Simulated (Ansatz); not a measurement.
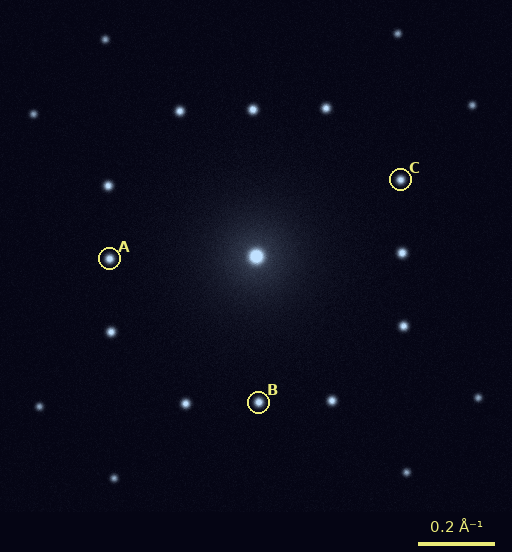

Computed electron diffraction pattern, 200 kV, single scattering only, B = 0.8 Å². The zone axis points towards the electron source and the pattern is seen from the source side.

Crystal: Si, space group Pm-3n (No. 223), a = 5.130 Å. Structure: the input geometry of an electronic-structure calculation (not necessarily at equilibrium); the starting structure was generated, so it need not be a known form of this composition.

Spot A is indexed -2 0 0 and spot B 0 -2 0.

Question: Index the other marked spot.

Answer: C = −A − (1/2)B = 2 1 0 (d = 2.294 Å).

Question: Give [uvw].

Answer: The cross product of A and B is parallel to [001]; every spot obeys hu + kv + lw = 0.

Question: What are the spacings of A and B and the angle between them?

Answer: d(A) = 2.565 Å, d(B) = 2.565 Å, and the angle is 90.0°.
